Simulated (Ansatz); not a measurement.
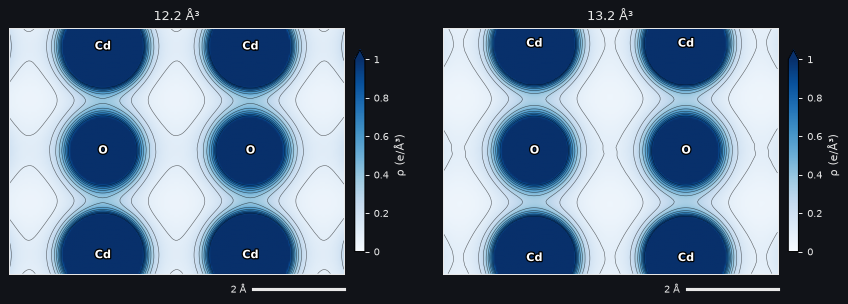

CdO. The valence pseudo-density of cells scaled evenly to different volumes (given per atom above each panel), on the (101̄) plane of each (indices in the axes of the cell below), at one length scale and on one colour scale.

Theory: Ansatz, Kohn-Sham DFT of a periodic cell, PBE with D3(BJ), Ansatz PAW.

The density is the valence pseudo-density of a PAW calculation; it isn't the true density close to the nuclei.

The largest cell:

```cif
data_structure
_symmetry_space_group_name_H-M 'P 1'
_symmetry_Int_Tables_number 1
_cell_length_a 3.3447
_cell_length_b 3.3447
_cell_length_c 3.3447
_cell_angle_alpha 60.000
_cell_angle_beta 60.000
_cell_angle_gamma 60.000
_cell_volume 26.46
loop_
_atom_site_label
_atom_site_type_symbol
_atom_site_fract_x
_atom_site_fract_y
_atom_site_fract_z
_atom_site_occupancy
Cd1 Cd 0.00000 0.00000 0.00000 1
O1 O 0.50000 0.50000 0.50000 1
```

| volume (Å³/atom) | Cd–O contact in the plane (Å) | ρ at its midpoint (e/Å³) | pressure (GPa) | 
| --- | --- | --- | --- |
| 12.19 | 2.302 | 0.398 | 12.9 | 
| 12.97 | 2.350 | ? | ? | 
| 13.23 | 2.365 | 0.346 | −0.3 | 

**Estimate the missing row, and compare with the calculation.**

Over the known rows ln ρ falls by 2.22 per Å of Cd–O distance (the line through the two), which gives 0.358 e/Å³ at 2.350 Å; the calculation gives 0.358 e/Å³. For the pressure, a straight line in volume between the neighbouring rows gives 3.0 GPa; the calculation gives 2.5, lower because pressure rises ever faster on compression.
